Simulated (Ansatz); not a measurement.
## Si12HO24: molecular dynamics (part 3 of 3)

The same run, continued: Si12HO24 (defect cell, 37 atoms in the cell); DFT PBEsol, scalar-relativistic, plane waves, PAW, PAW set soft_1, spin-polarised (Ansatz 0.2.0); cutoff 420 eV, 2×2×1 k-mesh, Fermi–Dirac smearing of 0.05 eV, collinear spins. The structure derives from an entry of the Crystallography Open Database. It belongs to a series of runs on one base structure; here: dynamics from the last frame of the run before.

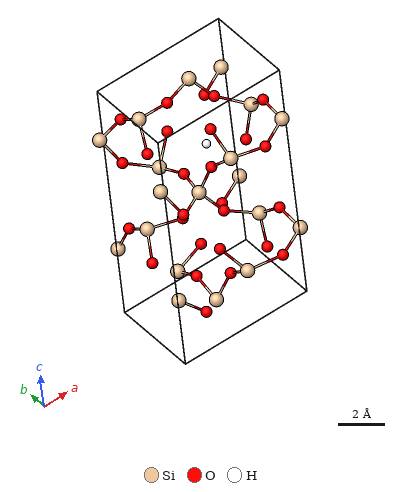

Figure 1. The geometry at step 78 of the log (ball-and-stick view of the cell of the calculation, seen slightly off an axis).

## Trajectory as extended XYZ, continued
```
37
Lattice="-2.4585 4.2582 5.4100 4.9170 0.0000 5.4100 4.9170 8.5165 0.0000" Properties=species:S:1:pos:R:3:forces:R:3 step=26 time_fs=13.0 energy=-20963.77655 temperature=1447.6
Si    7.2466    8.6513    3.5711    0.0210  -4.2364  -3.8901
Si    3.7610    2.2045    7.3624    5.4077   0.7996   2.8656
Si    1.2686    2.1835    0.1009    1.1804   5.8567   5.5868
O     6.4961    9.7635    4.3064   -1.4354   1.6660   1.6178
O     0.6170    2.2302    1.6547   -3.1860  -1.3346  -2.7402
O     0.8660    4.7398    7.6794   -1.5393  -0.4725   1.8235
O     0.9869    3.5465    4.7223   -1.1294   4.6768  -1.3441
O     0.3276    6.8528    6.1444   -1.3386   0.3916  -2.0043
O     3.8327    3.4338    8.4622   -2.7409  -2.6386  -1.6745
Si    4.8235    4.1181    3.5147   -0.1951   1.4227   5.8177
Si    6.3243    5.9969    7.1992    0.8339   6.8194  -0.7795
Si    3.7235    6.5005   -0.2506    3.5662  -2.0983   1.5661
O     4.0745    5.4319    4.2772    0.0808  -2.8483  -1.6934
O     2.7004    5.9988    0.8783    2.0180  -1.8704  -0.2023
O     3.1672    9.2017    7.8620    0.3444  -0.3786  -1.9272
O     3.3383    7.7523    4.6946    0.1677   0.8739   1.3311
O     3.0598   11.0736    5.8616   -5.2715  -0.4671  -2.5621
O     6.8018    7.5170    8.0515   -1.1526  -2.5328  -1.4249
Si   -0.1086    4.2953    3.8609    1.8931  -0.2654  -1.8033
Si    1.2742    6.1923    7.1780    2.3297  -0.7241   0.3835
Si    3.8404    6.4355    5.5001    0.8530   0.8996  -1.8270
O     3.8314    5.3719    9.8505   -0.6117  -1.3647  -0.8290
O     2.6420    5.7920    6.3484    0.2489   0.7506   1.4215
O     0.8732    4.8646    2.6782    0.0819  -0.1646   0.7101
O     5.7313    3.6092    4.8956   -1.1156   0.2910  -2.3546
O     5.3428    6.7867    6.1192   -2.0546  -1.3422   0.6568
O     3.9557    2.8024    3.1720    0.0812   0.5528  -1.3787
Si    2.7184    8.5771    3.4491   -3.6963  -1.6454   3.5402
Si    3.7223   10.5333    7.1868   -0.3413   2.9573   1.6922
Si    1.2465    2.2984    5.4989    2.5255  -3.9035   1.7670
O     6.3411    9.6363    9.4235    2.0142  -0.6170  -0.4516
O     5.2150   10.5348    6.6954    0.6657  -2.1450   0.4092
O     3.9213    9.3431    2.8371    0.1251   1.5134  -1.9058
O     8.1399    7.8618    4.6371    0.3142   2.0242   0.0314
O     2.5725    2.4927    6.4269    0.5992  -0.1291  -1.4905
O     6.2180    7.5179    2.8742    0.1859   0.2415   0.8807
H     4.7144    8.0665    8.0581    0.2708  -0.5586   0.1819
37
Lattice="-2.4585 4.2582 5.4100 4.9170 0.0000 5.4100 4.9170 8.5165 0.0000" Properties=species:S:1:pos:R:3:forces:R:3 step=52 time_fs=26.0 energy=-20964.04890 temperature=1555.0
Si    7.1829    8.4619    3.4560   -0.5488   4.4388   3.7189
Si    3.8503    2.3357    7.4214    0.6816  -3.5469  -2.4539
Si    1.2570    2.3472    0.2488    3.2356  -1.5584  -2.8462
O     6.4652    9.7588    4.4667    0.5322  -3.2751  -3.2668
O     0.6045    2.2641    1.6515   -4.1677  -0.4878   0.3691
O     0.7743    4.8139    7.7855   -0.2838  -0.0127  -1.1318
O     0.9463    3.6626    4.7937    2.6909  -2.6414   4.2255
O     0.2463    6.9720    6.2365    2.8719  -0.1337   0.1769
O     3.7692    3.4930    8.3788   -1.2512   2.8087   2.5884
Si    4.8621    4.0744    3.6834   -1.4884   2.0172  -5.2008
Si    6.3885    6.0235    7.1389   -2.7712   3.1736   2.7303
Si    3.7766    6.5914   -0.1281    4.6312   0.0769  -4.0162
O     3.9442    5.2567    4.1618   -0.7877   1.5661   2.3456
O     2.7848    6.0675    0.8966    0.1317  -3.2245   0.9574
O     3.2556    8.9850    7.7609   -0.7546   1.6022   0.2541
O     3.4673    7.6584    4.5608   -1.3517   0.7815   0.3575
O     2.9684   11.1978    5.7987   -2.7830  -1.8138   1.3083
O     6.7676    7.6247    7.7481    1.1266   0.3837   2.5375
Si   -0.0856    4.2073    3.8758   -2.0274   4.8272  -3.1813
Si    1.3052    6.2275    7.2270    0.1938  -0.4535  -1.2644
Si    3.8293    6.3424    5.4751   -0.4721   0.4689  -2.4868
O     3.9020    5.3416    9.9749   -0.6478   1.4716   1.5295
O     2.6813    5.7293    6.4545   -0.0483   1.1612   0.0668
O     1.0269    4.7763    2.7277    0.5182   2.5464  -1.8955
O     5.8144    3.6168    4.7552    2.1884  -0.8471   3.1292
O     5.1871    6.8404    6.2482   -0.1221  -2.9923  -0.5752
O     3.9711    2.8671    3.1159    0.2588   0.2768   0.3375
Si    2.6180    8.6218    3.4915    0.6520  -1.8618  -0.3579
Si    3.6616   10.5261    7.2435   -0.8315  -1.0007  -1.7636
Si    1.2635    2.2735    5.5835    1.0746   0.5046   0.1444
O     6.3164    9.5595    9.4848    0.8739   1.6732   1.5165
O     5.1745   10.4162    6.7509    0.0255  -0.5073   0.0979
O     3.9352    9.5016    2.8844   -2.8356  -1.7923   0.3422
O     8.1098    7.9646    4.6409    1.5026  -1.9519   1.0442
O     2.5972    2.5919    6.4259    2.3063  -0.3430   0.3447
O     6.1303    7.4677    2.9193   -1.9593  -1.5292  -0.2206
H     5.1240    7.9887    7.7188   -0.3637   0.1948   0.5386
37
Lattice="-2.4585 4.2582 5.4100 4.9170 0.0000 5.4100 4.9170 8.5165 0.0000" Properties=species:S:1:pos:R:3:forces:R:3 step=78 time_fs=39.0 energy=-20965.95907 temperature=1885.5
Si    7.0668    8.5048    3.4916    1.9075  -1.9113   1.8736
Si    3.9105    2.3027    7.4518   -5.2162   1.4953   1.7019
Si    1.4376    2.4181    0.3063   -1.2041  -0.2322  -0.1119
O     6.4035    9.5323    4.4390   -2.4316   3.6378   2.8024
O     0.4158    2.2461    1.5568    3.8782  -0.2443  -1.6775
O     0.6252    4.9080    7.8165   -0.0735  -0.3141  -1.2522
O     0.9836    3.6476    5.0438   -2.1838   0.1544  -2.5332
O     0.3651    7.0099    6.3097    1.8188   1.2189  -0.2599
O     3.6395    3.6873    8.3974    1.7139  -1.4422   0.3416
Si    4.8934    4.1394    3.6492    0.4296  -0.8546  -0.2392
Si    6.3792    6.2566    7.1948    1.2063  -0.8877  -1.8291
Si    3.9180    6.6186   -0.2343   -6.5051  -2.1540   1.2316
O     3.7361    5.1369    4.2626    1.6308  -0.5715  -0.7598
O     2.8842    5.8951    0.9516   -1.0168   0.8746   0.2507
O     3.3239    8.9109    7.7205   -1.6625   2.3857   0.7876
O     3.4616    7.7181    4.5142   -0.9079  -1.5454   1.3552
O     2.7635   11.1856    5.8454    6.2946  -0.2356   4.6534
O     6.7895    7.7764    7.6851    0.4402   0.2086   1.4011
Si   -0.0235    4.2854    3.8196    0.9575   3.1743   1.7688
Si    1.3708    6.2381    7.2333    0.2302  -0.6902   2.0723
Si    3.7734    6.3006    5.3394   -1.1046   1.8258   2.0521
O     3.9280    5.4074   10.2264    1.7019  -3.5007  -2.7686
O     2.7402    5.8018    6.5638    0.1737   0.6044  -1.5620
O     1.2079    4.8659    2.6585   -2.0811   0.7177   1.9213
O     5.9834    3.6272    4.7903   -2.0769   2.7805  -1.8505
O     5.0021    6.5984    6.3396    1.7636  -0.4671  -0.8066
O     3.9571    2.9458    3.1233    0.6247  -0.4497   0.1221
Si    2.5151    8.6063    3.5332    0.5670  -0.0150  -0.1017
Si    3.5649   10.5213    7.2309    1.2658  -1.8900  -2.4055
Si    1.3069    2.1822    5.6695    1.9692  -0.1747  -0.9962
O     6.3573    9.6117    9.6436    0.7730  -1.9017  -2.1178
O     5.1608   10.2556    6.7950   -0.8029   0.5051  -0.3728
O     3.7143    9.5275    2.9631   -0.1304   0.1870  -0.5277
O     8.1647    7.9454    4.6840   -1.2094   0.6162  -2.3317
O     2.7426    2.6543    6.3915   -0.9032  -1.8815  -1.0037
O     5.9857    7.3333    2.9973    0.6773   1.2454   0.7212
H     5.0462    7.9151    8.1646   -0.5138  -0.2683   0.4503
37
Lattice="-2.4585 4.2582 5.4100 4.9170 0.0000 5.4100 4.9170 8.5165 0.0000" Properties=species:S:1:pos:R:3:forces:R:3 step=104 time_fs=52.0 energy=-20963.93871 temperature=1607.4
Si    7.0199    8.4696    3.6731   -2.6864   1.3212  -2.8954
Si    3.7764    2.3032    7.5342    4.3431   4.9024  -1.7783
Si    1.6277    2.4634    0.2939   -3.0953  -0.6060  -0.7385
O     6.1469    9.5371    4.6274    1.5892  -2.6017  -2.5715
O     0.4321    2.2477    1.3862   -1.1993   0.1689   0.9801
O     0.4515    4.9405    7.7636   -0.2799  -0.1679   1.5762
O     0.8133    3.5876    5.1487    0.4115  -0.8673  -2.0104
O     0.5796    7.1495    6.2908   -0.2928   0.0687  -0.3651
O     3.6604    3.7015    8.4635    2.4170  -0.8789  -0.1196
Si    4.9114    4.1832    3.5810   -1.7348  -0.7306   5.4359
Si    6.3568    6.4843    7.1808   -0.0193  -4.9654  -1.7210
Si    3.7978    6.5651   -0.2395    1.6578  -1.4080   4.7392
O     3.6957    5.0253    4.3230    1.0831   1.6603   0.0045
O     2.8885    5.8571    0.9595   -1.8894   2.3695   0.3141
O     3.2166    9.0546    7.8372    0.3187   0.2101  -2.5337
O     3.3356    7.7283    4.6024   -0.7748   0.5370  -0.2935
O     2.8670   11.1318    6.0594   -5.3780   1.4890  -6.0070
O     6.8120    7.9072    7.7466   -2.0591  -2.4870  -2.6249
Si    0.1056    4.5350    3.8452   -0.2302  -3.9841   0.4348
Si    1.3967    6.2460    7.3748   -1.1737  -1.6910  -1.3659
Si    3.6594    6.3563    5.2867    1.6982  -2.8505   2.6630
O     4.0448    5.2391   10.3073   -0.3162   3.9172   0.7220
O     2.7453    5.9845    6.5734   -0.8507  -0.5641  -0.0531
O     1.2011    5.0294    2.6788   -0.6721   1.5988   1.5794
O     6.1228    3.8217    4.7284   -0.9331  -0.8088  -0.1589
O     4.9906    6.3410    6.2877    1.9220   1.7229  -1.0188
O     4.0106    2.9609    3.1794    0.1577  -1.1127   1.1754
Si    2.4447    8.5965    3.5806    4.1764  -1.2782   0.7631
Si    3.5717   10.4292    7.1606    4.6154   1.1861   5.1123
Si    1.4085    2.0846    5.7703   -3.6073   4.1975  -0.7613
O     6.4235    9.5829    9.6089   -3.5790   2.7886   1.7630
O     5.1206   10.0614    6.7973    1.4511   1.1016   0.0096
O     3.4978    9.5506    2.9088    1.7739  -1.1139   0.4145
O     8.1712    7.9202    4.6073    0.8636   0.0419   0.3496
O     2.8501    2.5756    6.2546   -0.6788  -1.0954   0.0224
O     5.8919    7.3082    3.1250    2.3057   0.2411  -0.5961
H     4.6010    7.3779    9.0879    0.6658  -0.3111  -0.4463
37
Lattice="-2.4585 4.2582 5.4100 4.9170 0.0000 5.4100 4.9170 8.5165 0.0000" Properties=species:S:1:pos:R:3:forces:R:3 step=130 time_fs=65.0 energy=-20964.68703 temperature=1845.1
Si    6.8928    8.4838    3.6882    1.5928   0.8578   1.7179
Si    3.8091    2.4810    7.5333    1.5003  -3.3615  -4.0324
Si    1.6769    2.4983    0.2196   -1.6169   4.3501   1.2950
O     6.0277    9.3631    4.7374    0.9596   1.2444  -0.6249
O     0.3472    2.3113    1.3243    1.9111   0.8474  -0.5966
O     0.2336    4.9678    7.8178    1.9453   2.0169  -0.9581
O     0.6253    3.5008    5.0879    1.6433  -0.2491  -0.7595
O     0.7350    7.2607    6.1922   -3.2348  -2.1217   1.7621
O     3.8456    3.6796    8.5096    1.0766   2.7689   1.2320
Si    4.8938    4.2148    3.7225    0.4658  -0.1279  -0.7080
Si    6.3163    6.4788    7.0906   -0.7131  -1.1943   1.9784
Si    3.7401    6.5402   -0.0720   -1.0693   0.4082  -2.7272
O     3.7768    5.1372    4.3683   -1.4295   0.1367  -0.3397
O     2.7086    6.0222    1.0160    1.8677  -1.2323  -0.6505
O     3.0072    9.2318    7.8315   -1.3236  -2.2567  -0.1150
O     3.1570    7.7339    4.7215    1.2593  -1.4755   0.6280
O     2.6895   11.1183    5.8942    4.7404  -0.6915   3.7502
O     6.7158    7.8717    7.7042   -0.5803   0.7661   1.6423
Si    0.1863    4.5876    3.8869   -3.2896  -3.8402   1.7763
Si    1.3411    6.1890    7.4873   -1.8387   2.0016  -1.7847
Si    3.6521    6.3274    5.3894    1.7681   1.1926   0.3482
O     4.1369    5.3153   10.3830   -0.8078   0.0008  -0.5770
O     2.6667    6.1110    6.5773   -0.1865  -2.4133   2.3754
O     1.1000    5.3137    2.8639    1.2303   0.4135  -0.4395
O     6.2037    3.9826    4.5949    0.5114  -2.9693   2.4265
O     5.1409    6.2178    6.1044   -2.0919   1.5537  -1.4097
O     4.0540    2.8854    3.3643   -0.0999  -1.4344  -0.5067
Si    2.4740    8.6015    3.6064   -2.2537   2.3319  -1.1579
Si    3.7310   10.4681    7.2553   -2.7365   3.1288  -1.5704
Si    1.3004    2.2003    5.8129    0.2686  -1.8522  -3.7254
O     6.2604    9.6268    9.6329    0.4712  -1.2791  -0.3689
O     5.1816    9.9722    6.8094    0.0815   1.7144   1.1212
O     3.4639    9.5934    2.8496    1.4641   0.8935  -0.1811
O     8.1987    7.8923    4.4780   -0.2774  -0.7748   0.7837
O     2.8963    2.3989    6.0659   -1.0919   0.8738   2.3363
O     6.0199    7.3114    3.0814   -0.4458  -1.1422  -1.4964
H     4.9952    6.6991    9.3964    0.3298   0.9151  -0.4439
```

## Summary

- outcome: finished
- mean temperature over the second half: 1820 K
- trajectory: 130 steps, 65 fs
- ensemble: nvt_langevin
- temperature in the input: 2100.0 K
- time step: 0.5 fs
- electrons treated: 193
- potential energy (free energy of the electrons) (last step): −20964.6870 eV
- Fermi energy (last step): 5.265 eV
- net moment of the cell (last step): 1.00 μB
- integrated absolute moment (last step): 1.07 μB
- largest force (length of the vector) (last step): 6.084 eV/Å
- wall time: 29 min (CPU time 59 min)
- peak memory: 1.1 GiB

## Remarks

Warnings of the run: the PAW datasets were made with another functional. The k-point mesh is coarse for a cell of this size, so the results may not be converged. So short a trajectory is not equilibrated. The logged temperature at the start can lie below the typed one, since it is counted over all degrees of freedom.
